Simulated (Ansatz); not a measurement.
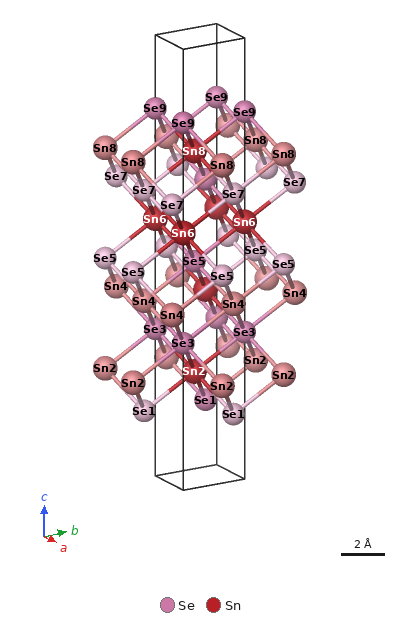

The structure as given in the input (ball-and-stick view of the cell of the calculation, with the vacuum cut short, seen slightly off an axis; neighbours outside the cell are drawn fainter; atoms are numbered from 1 in the order of the input). An atom can appear more than once, as a periodic image.

# Two runs on Sn₄Se₅

System: Sn₄Se₅ (slab, 9 atoms in the cell).
Method of run A: DFT PBE, scalar-relativistic, plane waves, PAW, no spin polarisation (Ansatz 0.2.0).

The structure derives from an entry of the Crystallography Open Database. Text and figures count atoms from 1; the logs count them from 0 in places.

### Input file, run A
```yaml
crystal:
  lattice:
    - [4.2862138071, 0.0, 0.0]
    - [-2.1431069035, 3.711970043, 0.0]
    - [0.0, 0.0, 28.9987156744]
  atoms:
    - { symbol: Se, position: [0.3333333333, 0.6666666667, 0.2586321437] }
    - { symbol: Sn, position: [0.6666666667, 0.3333333333, 0.3189741078] }
    - { symbol: Se, position: [0.0, 0.0, 0.3793160719] }
    - { symbol: Sn, position: [0.3333333333, 0.6666666667, 0.4396580359] }
    - { symbol: Se, position: [0.6666666667, 0.3333333333, 0.5] }
    - { symbol: Sn, position: [0.0, 0.0, 0.5603419641] }
    - { symbol: Se, position: [0.3333333333, 0.6666666667, 0.6206839281] }
    - { symbol: Sn, position: [0.6666666667, 0.3333333333, 0.6810258922] }
    - { symbol: Se, position: [0.0, 0.0, 0.7413678563] }
basis:
  ecutwfc: 700
kpoints:
  mp_grid: { grid: [9, 9, 1] }
hamiltonian:
  xc: pbe
scf:
  occupations: { method: gaussian, width: 0.05 }
output:
  forces: true
  stress: true
  eigenvalues: true
efield:
  axis: 3
  dipole_correction: true
  ramp_width: 0.04
```

Launched with:
```bash
ansatz run input.yaml --threads 1 --pin off --max-ram 2560MiB --backend cpu --events-out ev --progress --plain --runs-dir out
```

Hardware: 1 thread of Intel Xeon @ 2.70GHz, 189 GiB of memory available, shared host.

### Output, shortened to warnings, some set-up lines, iterations and results (run A)
```
Basis set: ecut = 700 eV, 19421 PW (Γ), exchange–correlation on 80×80×512 points (8 copies of the dense FFT grid, shifted against one another)
Symmetry: 6 space group operations
k-points: 12 of 81 (time reversal used)
Initial density: superposition of atomic densities (neutral atoms: chi_scale 0, normalization atom), corrected by the library's trained network
[...]
SCF iter   1: F=—  HF=-51444.792992 eV  |F-HF|=—  |Δ(HF+E_count)|=         —  Δρ=2.16e-3  dr2=4.94e-1  ethr=1.77e-3  p=-0.000 e·Å  D=-1.87e-13 V/Å  ΔV_dip=0.00 eV  …
SCF iter   2: F=—  HF=-51444.765299 eV  |F-HF|=—  |Δ(HF+E_count)|=   2.77e-2  Δρ=1.01e-3  dr2=3.11e-2  ethr=3.63e-4  p=0.000 e·Å  D=1.46e-5 V/Å  ΔV_dip=-0.00 eV  …
SCF iter   3: F=—  HF=-51444.762802 eV  |F-HF|=—  |Δ(HF+E_count)|=   2.50e-3  Δρ=5.81e-4  dr2=9.52e-3  ethr=2.29e-5  p=-0.000 e·Å  D=-5.00e-6 V/Å  ΔV_dip=0.00 eV  …
SCF iter   4: F=—  HF=-51444.761871 eV  |F-HF|=—  |Δ(HF+E_count)|=   9.31e-4  Δρ=1.75e-4  dr2=5.18e-4  ethr=7.00e-6  p=-0.000 e·Å  D=-5.37e-6 V/Å  ΔV_dip=0.00 eV  …
SCF iter   5: F=—  HF=-51444.761812 eV  |F-HF|=—  |Δ(HF+E_count)|=   5.88e-5  Δρ=5.07e-5  dr2=2.89e-5  ethr=3.81e-7  p=-0.000 e·Å  D=-6.41e-7 V/Å  ΔV_dip=0.00 eV  …
SCF iter   6: F=—  HF=-51444.761911 eV  |F-HF|=—  |Δ(HF+E_count)|=   9.95e-5  Δρ=1.83e-5  dr2=2.44e-6  ethr=2.12e-8  p=-0.000 e·Å  D=-1.52e-6 V/Å  ΔV_dip=0.00 eV  …
SCF iter   7: F=—  HF=-51444.761912 eV  |F-HF|=—  |Δ(HF+E_count)|=   6.34e-7  Δρ=5.04e-6  dr2=1.98e-7  ethr=1.79e-9  p=-0.000 e·Å  D=-5.47e-7 V/Å  ΔV_dip=0.00 eV  …
SCF iter   8: F=-51444.761912 eV  HF=-51444.761912 eV  |F-HF|=2.24e-8  |Δ(HF+E_count)|=   2.45e-8  Δρ=1.71e-6  dr2=2.07e-8  ethr=7.35e-11  p=-0.000 e·Å  D=-3.43e-7 V/Å  …
SCF 1 converged in 8 iterations: F = -51444.761912 eV  dr2 = 2.07e-8
SCF converged after 8 iterations
Free energy (F): -51444.761912 eV
Harris-Foulkes:  -51444.761912 eV  (|F-HF|=2.24e-8)
Internal energy: -51444.754176 eV  (E = F + TS)
E sigma→0 (E₀):  -51444.758044 eV
Entropy (-TS):   -0.007736 eV (-0.860 meV/atom)
Fermi energy:    1.699770 eV
Dipole field:    D = -0.000002 V/Å  (p = -0.000005 e·Å, saw-weighted, corrected)
Work function:   Φ+ = 5.9616 eV   Φ− = 5.9616 eV
Levels:          The Fermi level and band energies are counted from a zero that moves with the ramp; work functions are not
--- Per-component energies (eV) ---
  E_band       = -3223.792660
  E_kinetic    = 1320.685009
  E_local      = -121131.963764  (includes V_loc(G=0)·N_el)
  E_nonlocal   = -3107.386701
  E_hartree    = 60438.850548
  E_xc         = -2046.118729
  E_vxc        = -866.778867  (∫ρ·V_xc dr)
  E_paw        = -26094.906321  (= ΣΔE_a)
  E_vpaw       = -316.047033  (= ΣTr[D̂ρ^β])
  E_aug_tail   = -0.000299  (compensation charges beyond the density's cutoff)
  E_efield     = 0.000000  (sawtooth field / dipole correction)
  E_vefield    = 0.000000  (∫n·V_field dr)
  E_ewald      = 39176.086081
  E_smearing   = -0.007736  (= −TS)
  E_closure    = -0.000000  (closes the sum)
  Σ components = -51444.761912   (vs F -51444.761912, Δ=0.00e0)
--- Forces (eV/Å), atoms counted from 1 ---
  atom   1  Se     0.00000000    -0.00000000     1.62634283
  atom   2  Sn    -0.00000000     0.00000000    -1.89652123
  atom   3  Se     0.00000000    -0.00000000     0.55430007
  atom   4  Sn    -0.00000000     0.00000000    -0.24144191
  atom   5  Se     0.00000000     0.00000000    -0.00000000
  atom   6  Sn     0.00000000    -0.00000000     0.24144171
  atom   7  Se     0.00000000     0.00000000    -0.55430078
  atom   8  Sn     0.00000000    -0.00000000     1.89652140
  atom   9  Se    -0.00000000     0.00000000    -1.62634304
  max |Σ_I F_I| component: 9.49e-7 eV/Å
--- Stress (GPa, compression-positive) ---
       -2.192744      -0.000000       0.000000
       -0.000000      -2.192744      -0.000000
        0.000000      -0.000000      -2.045329
  P = ⅓ Tr σ = -2.1436 GPa (-21.436 kbar)
```

For run B the input was changed thus:
```diff
-  ecutwfc: 700
+  ecutwfc: 550
```

What does this change do to the results?

The free energy of run B is 0.07 meV per atom higher, which measures how much it depends on this numerical setting. More plane waves can only lower the energy of a fixed Hamiltonian, so the higher cutoff gives the lower value. The number of SCF iterations is the same. The plane waves at Γ go from 19421 to 13533. On the same kind of shared host run B took about 0.68 times as long.

### Output, shortened to warnings, some set-up lines, iterations and results (run B)
```
Basis set: ecut = 550 eV, 13533 PW (Γ), exchange–correlation on 72×72×450 points (8 copies of the dense FFT grid, shifted against one another)
Symmetry: 6 space group operations
k-points: 12 of 81 (time reversal used)
Initial density: superposition of atomic densities (neutral atoms: chi_scale 0, normalization atom), corrected by the library's trained network
[...]
SCF iter   1: F=—  HF=-51444.792849 eV  |F-HF|=—  |Δ(HF+E_count)|=         —  Δρ=2.16e-3  dr2=4.93e-1  ethr=1.77e-3  p=0.000 e·Å  D=3.59e-14 V/Å  ΔV_dip=-0.00 eV  …
SCF iter   2: F=—  HF=-51444.764922 eV  |F-HF|=—  |Δ(HF+E_count)|=   2.79e-2  Δρ=1.00e-3  dr2=3.11e-2  ethr=3.63e-4  p=0.000 e·Å  D=7.86e-6 V/Å  ΔV_dip=-0.00 eV  …
SCF iter   3: F=—  HF=-51444.762373 eV  |F-HF|=—  |Δ(HF+E_count)|=   2.55e-3  Δρ=5.67e-4  dr2=9.50e-3  ethr=2.29e-5  p=-0.000 e·Å  D=-1.86e-6 V/Å  ΔV_dip=0.00 eV  …
SCF iter   4: F=—  HF=-51444.761440 eV  |F-HF|=—  |Δ(HF+E_count)|=   9.34e-4  Δρ=1.78e-4  dr2=5.30e-4  ethr=6.99e-6  p=-0.000 e·Å  D=-9.20e-7 V/Å  ΔV_dip=0.00 eV  …
SCF iter   5: F=—  HF=-51444.761374 eV  |F-HF|=—  |Δ(HF+E_count)|=   6.54e-5  Δρ=5.05e-5  dr2=2.79e-5  ethr=3.89e-7  p=0.000 e·Å  D=2.76e-7 V/Å  ΔV_dip=-0.00 eV  …
SCF iter   6: F=—  HF=-51444.761268 eV  |F-HF|=—  |Δ(HF+E_count)|=   1.07e-4  Δρ=1.85e-5  dr2=2.59e-6  ethr=2.05e-8  p=-0.000 e·Å  D=-1.19e-7 V/Å  ΔV_dip=0.00 eV  …
SCF iter   7: F=—  HF=-51444.761268 eV  |F-HF|=—  |Δ(HF+E_count)|=   5.41e-7  Δρ=5.09e-6  dr2=1.98e-7  ethr=1.90e-9  p=0.000 e·Å  D=4.28e-8 V/Å  ΔV_dip=-0.00 eV  …
SCF iter   8: F=-51444.761268 eV  HF=-51444.761268 eV  |F-HF|=2.95e-8  |Δ(HF+E_count)|=   4.36e-8  Δρ=1.69e-6  dr2=1.97e-8  ethr=7.35e-11  p=0.000 e·Å  D=2.50e-8 V/Å  …
SCF 1 converged in 8 iterations: F = -51444.761268 eV  dr2 = 1.97e-8
SCF converged after 8 iterations
Free energy (F): -51444.761268 eV
Harris-Foulkes:  -51444.761268 eV  (|F-HF|=2.95e-8)
Internal energy: -51444.753532 eV  (E = F + TS)
E sigma→0 (E₀):  -51444.757400 eV
Entropy (-TS):   -0.007736 eV (-0.860 meV/atom)
Fermi energy:    1.699760 eV
Dipole field:    D = -0.000002 V/Å  (p = -0.000005 e·Å, saw-weighted, corrected)
Work function:   Φ+ = 5.9617 eV   Φ− = 5.9616 eV
Levels:          The Fermi level and band energies are counted from a zero that moves with the ramp; work functions are not
--- Per-component energies (eV) ---
  E_band       = -3223.801279
  E_kinetic    = 1320.727679
  E_local      = -121131.980306  (includes V_loc(G=0)·N_el)
  E_nonlocal   = -3107.408112
  E_hartree    = 60438.868766
  E_xc         = -2046.131436
  E_vxc        = -866.790717  (∫ρ·V_xc dr)
  E_paw        = -26094.915141  (= ΣΔE_a)
  E_vpaw       = -316.085752  (= ΣTr[D̂ρ^β])
  E_aug_tail   = -0.001064  (compensation charges beyond the density's cutoff)
  E_efield     = 0.000000  (sawtooth field / dipole correction)
  E_vefield    = 0.000000  (∫n·V_field dr)
  E_ewald      = 39176.086081
  E_smearing   = -0.007736  (= −TS)
  E_closure    = 0.000000  (closes the sum)
  Σ components = -51444.761268   (vs F -51444.761268, Δ=0.00e0)
--- Forces (eV/Å), atoms counted from 1 ---
  atom   1  Se     0.00000000    -0.00000000     1.62628732
  atom   2  Sn    -0.00000000     0.00000000    -1.89656066
  atom   3  Se     0.00000000    -0.00000000     0.55431042
  atom   4  Sn    -0.00000000     0.00000000    -0.24144647
  atom   5  Se     0.00000000     0.00000000    -0.00000026
  atom   6  Sn     0.00000000    -0.00000000     0.24144724
  atom   7  Se     0.00000000     0.00000000    -0.55431042
  atom   8  Sn     0.00000000    -0.00000000     1.89655828
  atom   9  Se    -0.00000000     0.00000000    -1.62628547
  max |Σ_I F_I| component: 2.67e-8 eV/Å
--- Stress (GPa, compression-positive) ---
       -2.192332      -0.000000       0.000000
       -0.000000      -2.192332      -0.000000
        0.000000      -0.000000      -2.044933
  P = ⅓ Tr σ = -2.1432 GPa (-21.432 kbar)
```

### The two runs side by side

| quantity | run A | run B |
| --- | --- | --- |
| outcome | converged | converged |
| free energy per atom (eV) | −5716.0847 | −5716.0846 |
| energy per atom, smearing taken to zero (eV) | −5716.0842 | −5716.0842 |
| gap on the mesh (eV) | 0.00 | 0.00 |
| work function (eV) | 5.96 | 5.96 |
| largest force (eV/Å) | 1.897 | 1.897 |
| SCF iterations | 8 | 8 |
| irreducible k-points | 12 | 12 |
| plane waves at Γ | 19421 | 13533 |
| wall time (shared host) | 80 s | 55 s |
